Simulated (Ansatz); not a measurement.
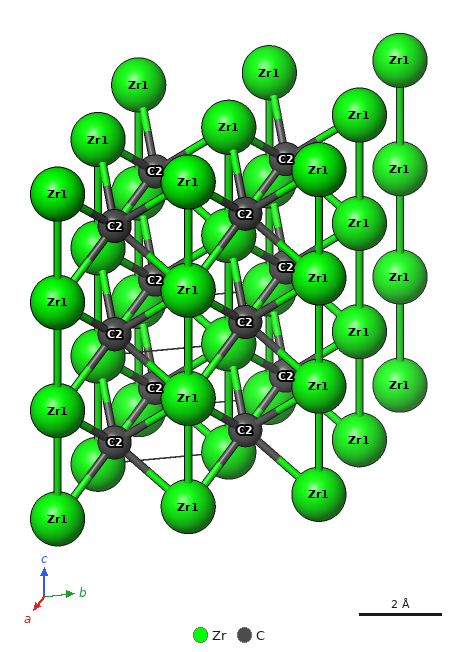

This is crystalline ZrC (built on the WC type). Style: ball-and-stick. Shown: the cell of the calculation, repeated 2 × 2 × 3 with one cell outlined, from a free direction.

All numbers below come from DFT r2SCAN, scalar-relativistic, plane waves, PAW (Ansatz 0.2.0). Settings: plane-wave cutoff 500 eV; k-point mesh 12 × 12 × 12; occupations gaussian; smearing width 0.05 eV; no spin polarisation.

Now this is done to it. The cell is strained by +1.0 % along [1 −3 0], −1.0 % along [3 2 0], none along the third axis (volume 0.0 %), the atoms keeping their fractional coordinates. No relaxation follows.

Question: What is the effect?

Answer: Near-neighbour distances before and after: C–Zr 2.391 → 2.378 to 2.404 Å. The space group (tolerance 0.01 Å) goes from P-6m2 (No. 187) to Pm (No. 6). It costs 2.1 meV per atom. Pressure: 0.0 GPa before, 0.1 GPa after. The principal stresses (compression positive) are 2.5 GPa along [3 2 0], 0.2 GPa along c, −2.5 GPa along [1 −2 0]. The largest forces, 0.069 eV/Å, act on Zr1 and C2; on C2 it points along +a. Both are metals.
